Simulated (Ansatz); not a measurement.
# Calculations on HfS2 and related structures

**1. Relaxation**

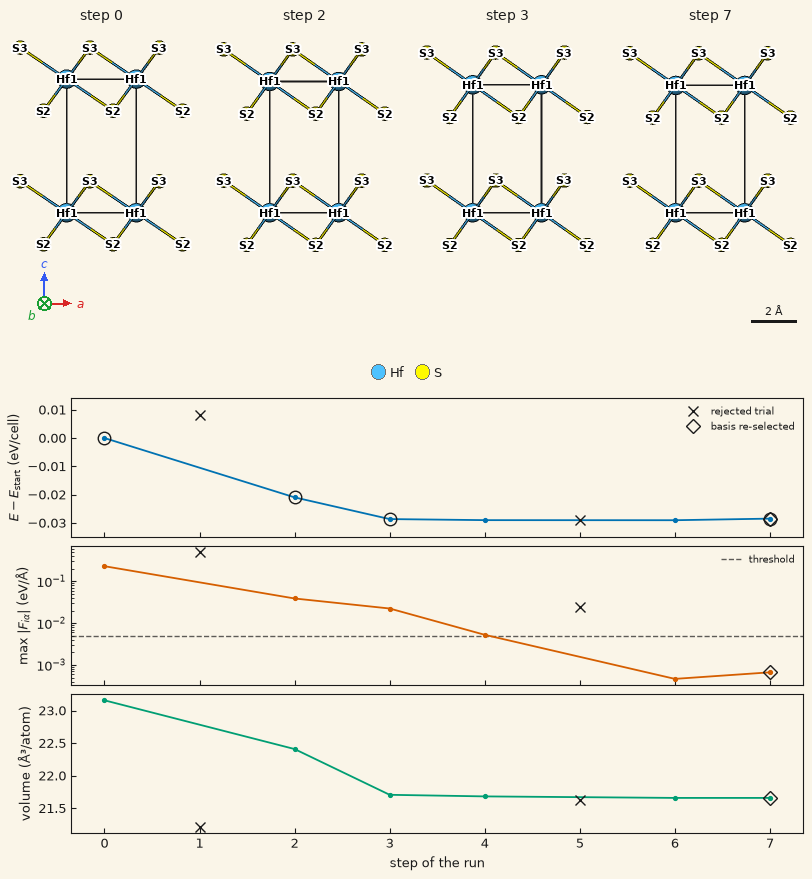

Frames of a relaxation of crystalline HfS₂ (set up in P-3m1), marked on the history of the run. A ball-and-stick model of the cell of the calculation, seen along the b axis.

The calculation used Ansatz 0.2.0, DFT PBE+D3(BJ), scalar-relativistic, plane waves, PAW. Set-up: plane-wave cutoff 420 eV; k-point mesh 12 × 12 × 6; occupations gaussian; smearing width 0.02 eV; no spin polarisation; cell and atoms relaxed; force threshold 0.005 eV/Å; at most 80 steps.

> What happens along the run?

After 4 accepted moves (7 points after the start) the energy has fallen by 28.5 meV per cell of the calculation. The largest force component goes from 0.23 to 0.00067 eV/Å. The pressure goes from −0.52 to −0.01 GPa. The line search rejected the trial steps at points 1, 5 of the run. The SCF was repeated once at an unchanged geometry on a basis and grid sized afresh for the cell, which shifted the energy by 0.6 meV per cell of the calculation at most. The largest moves relative to the cell, 0.094 Å, are those of S2 and S3. S2 goes along −c. Hf stays in place. The drawn cell changes as follows: a = b 3.640 → 3.606 Å (−0.9 %), c 6.056 → 5.770 Å (−4.7 %); the volume changes by −6.5 %. The space group stays P-3m1 (No. 164). From step 0 to 2: S atoms move most (0.05 Å), volume −3.2 %, energy −21.0 meV per cell of the calculation. From step 2 to 3: S atoms move most (0.04 Å), volume −3.1 %, energy −7.7 meV per cell of the calculation. From step 3 to 7: volume −0.2 %, energy +0.2 meV per cell of the calculation.

**2. Relaxation**

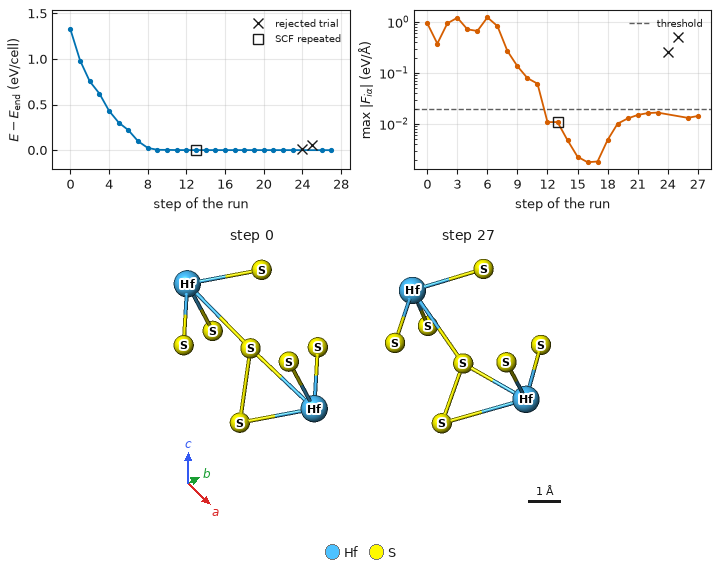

First and last geometry of a relaxation of a defect cell of composition Hf$_{4}$S$_{9}$, with the history of the run. The picture is a ball-and-stick view of the atoms within 4.2 Å of the atom that moves most (axes of the larger cell on standard axes (2 times the calculation's cell)), seen slightly off an axis.

Case: S interstitial, charge +0, atoms relaxed. The atoms of the start lie slightly off their symmetric places, so part of the fall in energy undoes that.

These are results of DFT PBE+D3(BJ), scalar-relativistic, plane waves, PAW in Ansatz, not measurements.

Input file:
```yaml
crystal:
  lattice:
    - [3.6058628313, 0.0, -5.7703876582]
    - [3.6058628313, 0.0, 5.7703876582]
    - [-3.6058628313, -6.245537629, 0.0]
  atoms:
    - { symbol: Hf, position: [0.5, 0.5, 0.0] }
    - { symbol: Hf, position: [1.0, 0.0, 0.0] }
    - { symbol: Hf, position: [0.5, 0.5, 0.5] }
    - { symbol: Hf, position: [1.0, 0.0, 0.5] }
    - { symbol: S, position: [0.7928636758, 0.5404696575, 0.3333333333] }
    - { symbol: S, position: [0.2928636758, 0.0404696575, 0.3333333333] }
    - { symbol: S, position: [0.7928636758, 0.5404696575, 0.8333333333] }
    - { symbol: S, position: [0.2928636758, 0.0404696575, 0.8333333333] }
    - { symbol: S, position: [0.7071363242, 0.9595303425, 0.1666666667] }
    - { symbol: S, position: [0.2071363242, 0.4595303425, 0.1666666667] }
    - { symbol: S, position: [0.7071363242, 0.9595303425, 0.6666666667] }
    - { symbol: S, position: [0.2071363242, 0.4595303425, 0.6666666667] }
    - { symbol: S, position: [0.7513628408, 0.2445003536, -0.0100580596] }
basis:
  ecutwfc: 420
  xc_grid: 2
kpoints:
  mp_grid: { grid: [3, 3, 3], shift: [0.0, 0.0, 0.0] }
hamiltonian:
  xc: pbe
  dispersion: d3bj
scf:
  occupations: { method: gaussian, width: 0.02 }
output:
  forces: true
  stress: false
  eigenvalues: true
  write_density: true
  write_potential: true
  elf: true
  volumetric_format: npy
relax:
  adjacent_minimum: "off"
  f_tol: 0.02
  max_steps: 60
```

Command:
```bash
ansatz run input.yaml --threads 4 --pin off --max-ram 10240MiB --backend cpu --events-out ev --progress --plain --runs-dir out
```

Read the history and describe the run.

It converged. The largest move is that of S13, 0.53 Å roughly along [−1 0 −3]. Largest moves by element: S 0.53 Å, Hf 0.37 Å. The lattice vectors keep their values. Near-neighbour distances that change, for instance: S5–S13 2.599 → 3.198 Å, Hf2–S13 2.846 → 2.382 Å, S9–S13 2.545 → 2.989 Å, S11–S13 2.451 → 2.064 Å. Bond angles that change, for instance: Hf1–S13–Hf2 177.4° → 152.3°, Hf2–S13–S11 56.7° → 81.7°. After 24 accepted moves (27 points after the start) the energy has fallen by 1.324 eV per cell of the calculation. Largest force component: 0.94 eV/Å at the start, 0.014 eV/Å at the end. The line search rejected the trial steps at points 24, 25 of the run. 1 step only repeated the SCF at the same geometry. The forces were under the threshold at step 12, but the run went on from there. The run took 2.4 min on 4 threads of Intel(R) Xeon(R) 6975P-C (Granite Rapids), with other jobs on the host, peak memory 1 GiB.

Limits of the set-up: the periodic images lie only 6.8 Å apart, so the values are limited by the cell's size.

**3. Path**

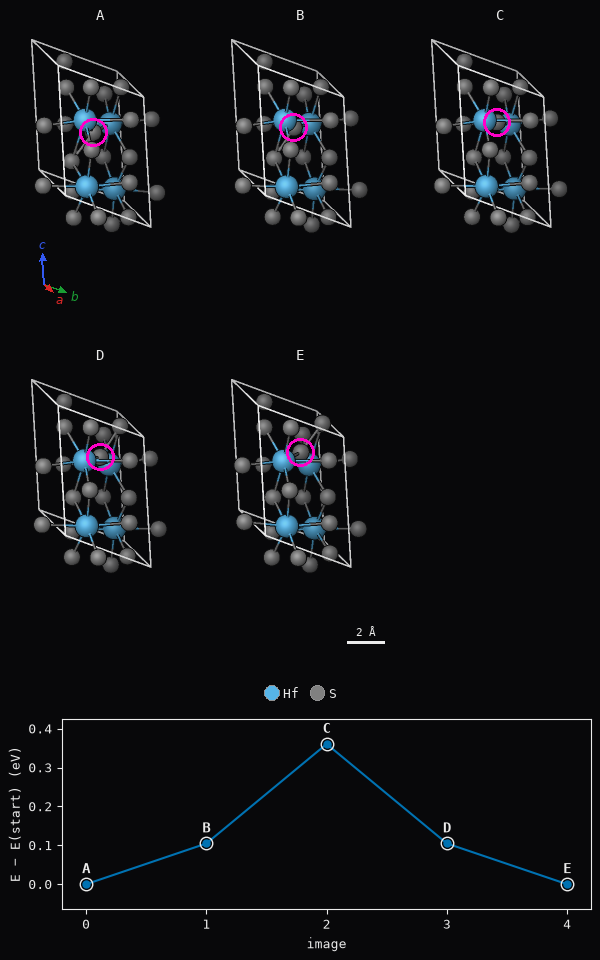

A nudged-elastic-band calculation for a defect cell of composition Hf4S9 (13 atoms in the cell). Images are numbered from 0 (start) to 4 (end). Frames A to E are images 0, 1, 2, 3, 4. A ball-and-stick model of the reduced simulation cell (origin moved), seen slightly off an axis. The moving atom is ringed, with any periodic copies. Lengths and directions refer to the drawn axes. Bonds to atoms that aren't drawn are left out.

Theory: DFT PBE+D3(BJ), scalar-relativistic, plane waves, PAW in Ansatz.

Input file:
```yaml
crystal:
  lattice:
    - [3.6058628313, 0.0, -5.7703876582]
    - [3.6058628313, 0.0, 5.7703876582]
    - [-3.6058628313, -6.245537629, 0.0]
  atoms:
    - { symbol: Hf, position: [0.5357507364, 0.4733326077, 0.0019039474] }
    - { symbol: Hf, position: [0.9834148429, 0.0377388848, 0.0121853282] }
    - { symbol: Hf, position: [0.4941599034, 0.4910584899, 0.4980960526] }
    - { symbol: Hf, position: [1.0058400966, 0.0080326325, 0.4979695813] }
    - { symbol: S, position: [0.8141891021, 0.5413246554, 0.3527683888] }
    - { symbol: S, position: [0.2794863398, 0.042906674, 0.3235650827] }
    - { symbol: S, position: [0.8200576798, 0.5958979772, 0.8295471812] }
    - { symbol: S, position: [0.2463894696, 0.0179044299, 0.8297305835] }
    - { symbol: S, position: [0.6855604919, 0.9248188799, 0.17476068] }
    - { symbol: S, position: [0.2647302763, 0.5028005053, 0.1823540677] }
    - { symbol: S, position: [0.6442847147, 0.9516702403, 0.6076221775] }
    - { symbol: S, position: [0.2205907674, 0.4586753446, 0.6804132563] }
    - { symbol: S, position: [0.7465533438, 0.1978916512, -0.0910603229] }
basis:
  ecutwfc: 420
  xc_grid: 2
kpoints:
  mp_grid: { grid: [3, 3, 3], shift: [0.0, 0.0, 0.0] }
hamiltonian:
  xc: pbe
  dispersion: d3bj
scf:
  occupations: { method: gaussian, width: 0.02 }
output:
  forces: true
neb:
  images: 3
  f_tol: 0.05
  max_iterations: 70
  order_check: false
  final_atoms:
    - { symbol: Hf, position: [0.5165851571, 0.4622611152, -0.0121853282] }
    - { symbol: Hf, position: [0.9642492636, 0.0266673923, -0.0019039474] }
    - { symbol: Hf, position: [0.4941599034, 0.4919673675, 0.5020304187] }
    - { symbol: Hf, position: [1.0058400966, 0.0089415101, 0.5019039474] }
    - { symbol: S, position: [0.8557152853, 0.5483297597, 0.3923778225] }
    - { symbol: S, position: [0.2794092326, 0.0413246554, 0.3195867437] }
    - { symbol: S, position: [0.8144395081, 0.5751811201, 0.82523932] }
    - { symbol: S, position: [0.2352697237, -0.0028005053, 0.8176459323] }
    - { symbol: S, position: [0.6799423202, 0.9041020228, 0.1704528188] }
    - { symbol: S, position: [0.2536105304, 0.4820955701, 0.1702694165] }
    - { symbol: S, position: [0.6858108979, 0.9586753446, 0.6472316112] }
    - { symbol: S, position: [0.2205136602, 0.457093326, 0.6764349173] }
    - { symbol: S, position: [0.7534466562, 0.3021083488, 0.0910603229] }
```

Launched with:
```bash
ansatz run input.yaml --threads 4 --pin off --max-ram 10240MiB --backend cpu --events-out ev --progress --plain --runs-dir out
```

> Describe the mechanism and the energy profile.

The two ends have the same energy, and the highest point, image 2, lies 0.36 eV above the start. An S atom travels furthest, 1.29 Å from end to end, along [0 1 2], on a straight line. At the highest image its nearest neighbour (Hf) is 2.49 Å away, against 2.06 Å at the start, and the surrounding atoms stand up to 0.13 Å off the mean of their end positions. Breaking: S–S (2.06 → 3.20 Å). Forming: S–S (3.20 → 2.06 Å). The band converged in 7 iterations. The largest component of the band force went from 1.1 to 0.032 eV/Å. The climbing image converged on the top of the path. Its curvatures weren't checked.

Limits of the set-up: the periodic images lie only 6.8 Å apart, so the values are limited by the cell's size.
